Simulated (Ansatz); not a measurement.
**PbS: band-structure calculation (part 1 of 2)**

PbS (Cmcm, 4 atoms in the cell), computed with DFT, PBE with spin-orbit coupling, plane waves, PAW (Ansatz 0.2.0).

The structure derives from a Materials Project entry. The geometry comes from this level: r2scan-rvv10. Figures and captions count atoms from 1; the log counts them from 0 in places.

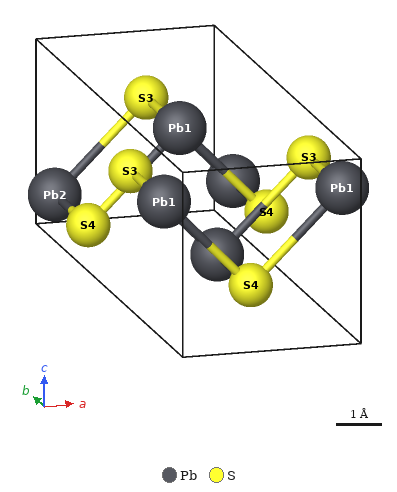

**Figure 1.** The structure as given in the input (ball-and-stick view of the cell 2 times as large as that of the calculation, set on its symmetry axes, seen slightly off an axis; atoms are numbered from 1 in the order of the input). Near neighbours in the crystal (not all of them lie inside the picture): Pb has 5 S at 2.68 to 2.97 Å; S has 5 Pb at 2.68 to 2.97 Å.

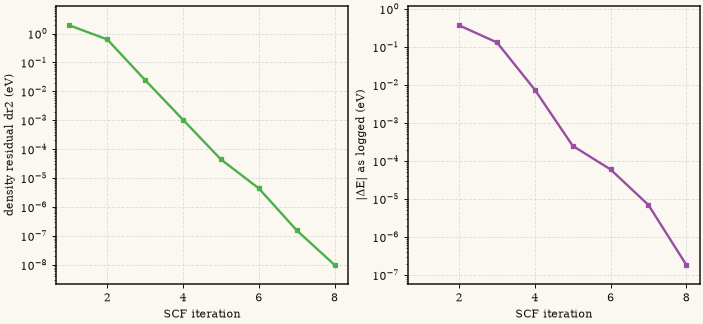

**Figure 2.** Convergence of the self-consistent field: density residual dr2 and size of the energy change against the SCF iteration. The residual falls at every step.

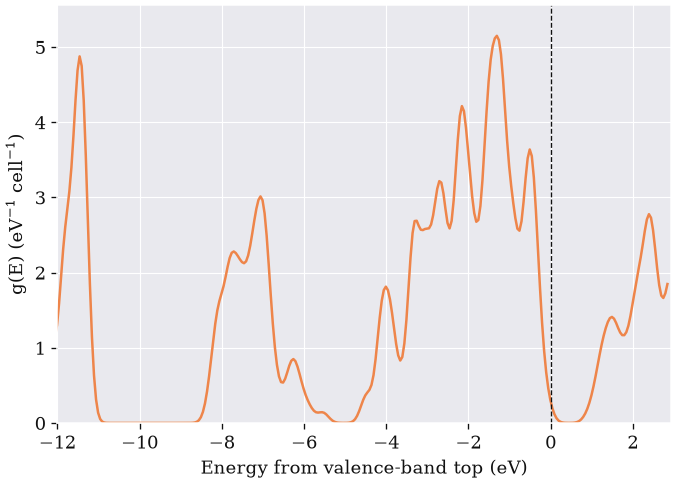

**Figure 3.** Density of states (the curve is built from the levels of the k mesh with Gaussians 0.3 eV wide, which also blur the band edges), with energies from the valence-band top. There is a gap of 0.88 eV on the k-point mesh. The curves stop near 2.4 eV above the Fermi level, where the computed bands end. Small ripples come from the finite k-point mesh.

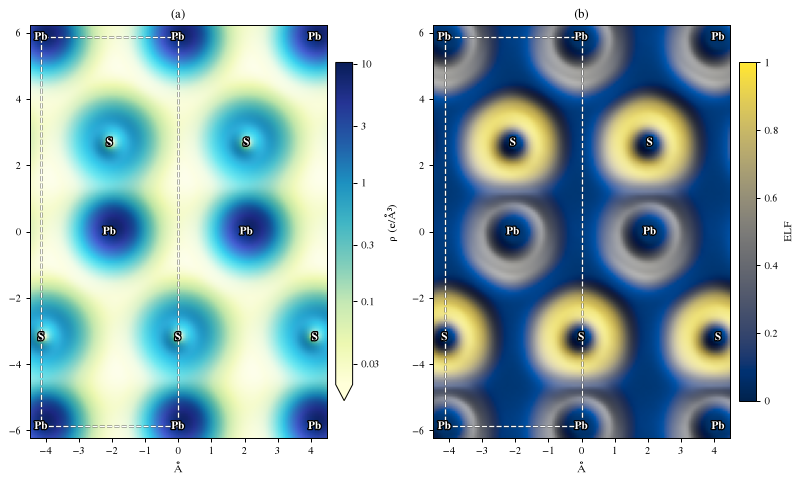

**Figure 4.** (a) valence electron density; (b) electron localisation function on the (001) plane of the conventional cell. The section cuts through Pb and S sites. Pb–S (2.68 Å): the density is about 0.38 e/Å³ at the midpoint; the ELF peaks at about 0.85 in the valence shell of S, 0.8 Å from its nucleus, and drops to about 0.25 between the two atoms. Away from the nuclei the density in this plane falls to 0.02 e/Å³ at its lowest. The fields are those of the smooth PAW valence density.

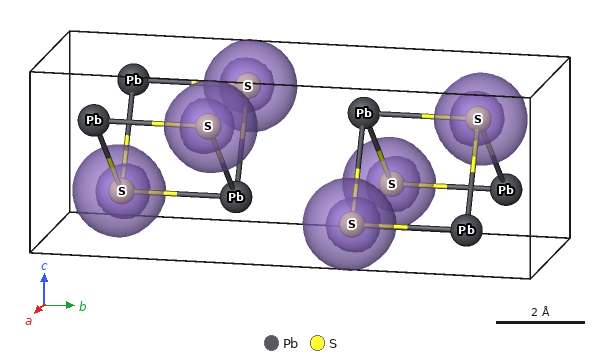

**Figure 5.** Isosurface of the electron localisation function at 0.8 (purple), seen slightly off an axis. Core shells and regions of very low density are left out. Sticks mark near contacts. The outline is the cell set on symmetry axes. Along the contacts the grid gives the following. Pb–S (2.68 Å): the ELF peaks at about 0.85 in the valence shell of S, 0.8 Å from its nucleus, and drops to about 0.25 between the two atoms. Pb–S (2.97 Å): the ELF peaks at about 0.85 in the valence shell of S, 0.8 Å from its nucleus, and drops to about 0.20 between the two atoms.

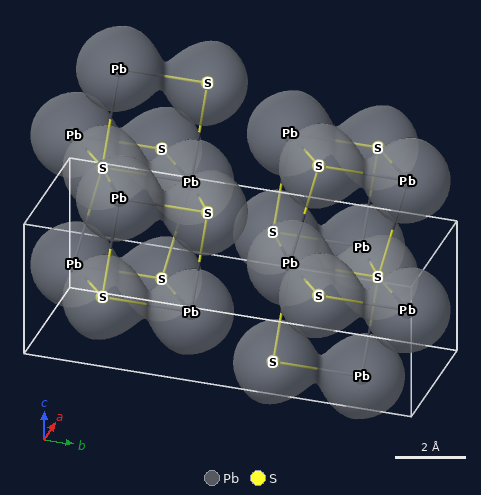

**Figure 6.** Isosurface of the valence charge density (pseudo) at 0.3 e/Å³ (grey), seen at an oblique angle. Sticks mark near contacts. The outline is the cell set on symmetry axes. At this value the density breaks into separate islands; it holds about 80 % of the electrons treated as valence (semicore included). It is pinched off along the Pb–S (2.97 Å) contacts. On the grid the lowest density along these lines, outside the cores, is 0.38 e/Å³ (Pb–S, 2.68 Å) and 0.22 e/Å³ (Pb–S, 2.97 Å).

The input and output of the run follow.

Input:
```yaml
crystal:
  lattice:
    - [2.0637484146, -5.8692756833, 0.0]
    - [2.0637484146, 5.8692756833, 0.0]
    - [0.0, 0.0, 4.2604423703]
  atoms:
    - { symbol: Pb, position: [0.87227726, 0.12772274, 0.75] }
    - { symbol: Pb, position: [0.12772274, 0.87227726, 0.25] }
    - { symbol: S, position: [0.6436799886, 0.3563200114, 0.75] }
    - { symbol: S, position: [0.3563200114, 0.6436799886, 0.25] }
kpoints:
  mp_grid: { grid: [6, 6, 6] }
  band_path:
    path:
      - [0.0, 0.0, 0.0]
      - [-0.5, 0.5, 0.0]
      - [-0.2809089674, 0.7190910326, 0.0]
      - [0.2809089674, 0.2809089674, 0.0]
      - [0.0, 0.0, 0.5]
      - [0.2809089674, 0.2809089674, 0.5]
      - [-0.2809089674, 0.7190910326, 0.5]
      - [-0.5, 0.5, 0.5]
      - [0.0, 0.5, 0.0]
      - [-0.5, -0.5, 0.36849]
      - [0.453125, 0.453125, 0.0]
      - [-0.5, 0.5, 0.35]
    npoints: 1
hamiltonian:
  xc: pbe
scf:
  occupations: { method: fermi_dirac, width: 0.02 }
  n_extra_bands: 10
magnetization:
  noncollinear: true
  spin_orbit: true
output:
  forces: true
  stress: true
  eigenvalues: true
  write_density: true
  write_potential: true
  elf: true
  volumetric_format: npy
```

Command:
```bash
ansatz run input.yaml --threads 4 --pin off --max-ram 7372MiB --backend cpu --events-out ev --progress --plain --runs-dir out
```

What the program printed:
```
scf.n_extra_bands = 10 over 40 filled bands (N_el = 40.0): the run solves 50 bands
Engine: ansatz 0.2.0, x86_64-unknown-linux-gnu
Pseudopotentials: kind: paw_fr
Pseudopotential: Pb, paw_fr, valence charge 14, recommended cutoff 420 eV (normal), Pb.paw.azcp#standard-fr
Pseudopotential: S, paw_fr, valence charge 6, recommended cutoff 420 eV (normal), S.paw.azcp#standard-fr
Functional definition: PBE
  parameter kappa = 0.804
  parameter beta = 0.06672455060314922
  exchange = pbe_x(kappa = kappa, mu = beta*pi^2/3)
  correlation = pbe_c(beta = beta)
non-collinear run that drives no moment, with spin-orbit: no starting moment large enough to seed its density (crystal.atoms[].spin), no starting occupations that ask for one, no magnetisation constraint and no magnetic field, so the semilocal B_xc is pinned to zero
Crystal: 4 atoms, lattice volume = 103.211 Å³
Basis set: ecut = 420 eV, 1999 PW (Γ), exchange–correlation on 90×90×60 points (8 copies of the dense FFT grid, shifted against one another)
Bands: 50, of which v1, the nominal top of the filled ones, is band 40 counted from 1 (39 counted from 0)
Symmetry: 8 space group operations + 8 with time reversal
Magnetic group: BNS 63.458 (UNI 556), of the structure as read, at distance tolerance 4.7e-5 Å
k-points: 52 of 216
Projection manifold: j_resolved (fully-relativistic pseudo-atomic orbitals)
Non-local potential: Pb, projectors of the file, l = 0: 2, l = 1: 4, l = 2: 4, l = 3: 4
Non-local potential: S, projectors of the file, l = 0: 2, l = 1: 4, l = 2: 4
PAW form: soft (Blöchl's): semilocal exchange-correlation on the pseudo side does not see the compensation charge
PAW one-centre angular grid: Pb, 590 points (default); XC on 96 Gauss nodes
PAW one-centre angular grid: S, 110 points (default); XC on 64 Gauss nodes
Initial density: superposition of atomic densities (chi_scale 0.1, normalization cell, long waves kept (reshape's long-wave potential 0.01 eV rms))
Initial wavefunctions: pseudopotential atomic-orbital guess
Functional: x = pbe(κ = 0.804, μ = 0.2195149727645171), c = pbe(β = 0.06672455060314922)
SCF iter   1: F=—  HF=-25696.438800 eV  |F-HF|=—  |Δ(HF+E_count)|=         —  Δρ=2.99e-2  dr2=1.92e0  dr2_m=0.00e0 (ungated)  ethr=3.10e-3  |M|=0.00e0 ∫|m|=0.00e0 μB  |m|>n=0.0e0 m-floor=0.0e0 τ_xc=0.0e0  β_m=0.30  ⟨swp⟩=8.1  Hψ=6692  notcnv=0
preconditioner: auto → Resta (q_TF=auto, 2.330 Å⁻¹)  ε∞=3.7  [insulator: Δε(μ)=1.286 eV  Ē_g=14.052 eV  σ=0.020 eV  W_gap=1.00  n_scr=26 (ndim 8)  ℏωp=23.1 eV  f_vac=0.000  D(μ)=0.00/eV (n_scr^D=0)  ε∞_Penn≈3.7]
spin=Noncollinear: Resta preconditioning applied to the charge; magnetization (m_x, m_y, m_z) channels mix plain (no charge-response kernel on spin).
SCF iter   2: F=—  HF=-25696.069568 eV  |F-HF|=—  |Δ(HF+E_count)|=   3.69e-1  Δρ=1.81e-2  dr2=6.24e-1  dr2_m=0.00e0 (ungated)  ethr=3.10e-3  |M|=0.00e0 ∫|m|=0.00e0 μB  |m|>n=0.0e0 m-floor=0.0e0 τ_xc=0.0e0  β_m=0.49  ⟨swp⟩=2.0  Hψ=1639  notcnv=0  defer=224
SCF iter   3: F=—  HF=-25695.938128 eV  |F-HF|=—  |Δ(HF+E_count)|=   1.31e-1  Δρ=5.84e-3  dr2=2.45e-2  dr2_m=0.00e0 (ungated)  ethr=1.56e-3  |M|=0.00e0 ∫|m|=0.00e0 μB  |m|>n=0.0e0 m-floor=0.0e0 τ_xc=0.0e0  β_m=0.75  ⟨swp⟩=2.8  Hψ=1761  notcnv=0  defer=230
SCF iter   4: F=—  HF=-25695.945597 eV  |F-HF|=—  |Δ(HF+E_count)|=   7.47e-3  Δρ=8.29e-4  dr2=1.04e-3  dr2_m=0.00e0 (ungated)  ethr=6.13e-5  |M|=0.00e0 ∫|m|=0.00e0 μB  |m|>n=0.0e0 m-floor=0.0e0 τ_xc=0.0e0  β_m=0.81  ⟨swp⟩=2.7  Hψ=2282  notcnv=0  defer=228
SCF iter   5: F=—  HF=-25695.945847 eV  |F-HF|=—  |Δ(HF+E_count)|=   2.50e-4  Δρ=2.08e-4  dr2=4.44e-5  dr2_m=0.00e0 (ungated)  ethr=2.59e-6  |M|=0.00e0 ∫|m|=0.00e0 μB  |m|>n=0.0e0 m-floor=0.0e0 τ_xc=0.0e0  β_m=0.86  ⟨swp⟩=3.0  Hψ=2335  notcnv=0  defer=228
SCF iter   6: F=—  HF=-25695.945907 eV  |F-HF|=—  |Δ(HF+E_count)|=   5.97e-5  Δρ=6.36e-5  dr2=4.43e-6  dr2_m=0.00e0 (ungated)  ethr=1.11e-7  |M|=0.00e0 ∫|m|=0.00e0 μB  |m|>n=0.0e0 m-floor=0.0e0 τ_xc=0.0e0  β_m=0.93  ⟨swp⟩=2.7  Hψ=2056  notcnv=0  defer=228
SCF iter   7: F=—  HF=-25695.945914 eV  |F-HF|=—  |Δ(HF+E_count)|=   6.94e-6  Δρ=1.09e-5  dr2=1.57e-7  dr2_m=0.00e0 (ungated)  ethr=1.11e-8  |M|=0.00e0 ∫|m|=0.00e0 μB  |m|>n=0.0e0 m-floor=0.0e0 τ_xc=0.0e0  β_m=0.96  ⟨swp⟩=2.0  Hψ=1702  notcnv=0  defer=228
SCF iter   8: F=-25695.945914 eV  HF=-25695.945914 eV  |F-HF|=1.81e-9  |Δ(HF+E_count)|=   1.85e-7  Δρ=2.71e-6  dr2=1.00e-8  dr2_m=0.00e0 (ungated)  ethr=2.50e-10  |M|=0.00e0 ∫|m|=0.00e0 μB  |m|>n=0.0e0 m-floor=0.0e0 τ_xc=0.0e0  ⟨swp⟩=17.5  Hψ=10695  notcnv=0
SCF 1 converged in 8 iterations: F = -25695.945914 eV  dr2 = 1.00e-8
  greatest PAW one-centre occupation: 0.980 electrons in one spin orbital (limit 2), on the Pb atom at site 1 (counted from 0), in its partial waves of l = 2
NSCF: frozen V_eff on 12 k-points
SCF converged after 8 iterations
Magnetization: |M| = 0.0000 μB,  M = (+0.0000, +0.0000, +0.0000) μB
Absolute magnetization: 0.0000 μB (∫|m|)
  site 0: m = (+0.0000, +0.0000, +0.0000) μB, |m| = 0.0000 μB  (R = 1.11 Å)
  site 1: m = (+0.0000, +0.0000, +0.0000) μB, |m| = 0.0000 μB  (R = 1.11 Å)
  site 2: m = (+0.0000, +0.0000, +0.0000) μB, |m| = 0.0000 μB  (R = 1.11 Å)
  site 3: m = (+0.0000, +0.0000, +0.0000) μB, |m| = 0.0000 μB  (R = 1.11 Å)
Free energy (F): -25695.945914 eV
Harris-Foulkes:  -25695.945914 eV  (|F-HF|=1.81e-9)
Internal energy: -25695.945914 eV  (E = F + TS)
E sigma→0 (E₀):  -25695.945914 eV
Fermi energy:    8.328605 eV
```
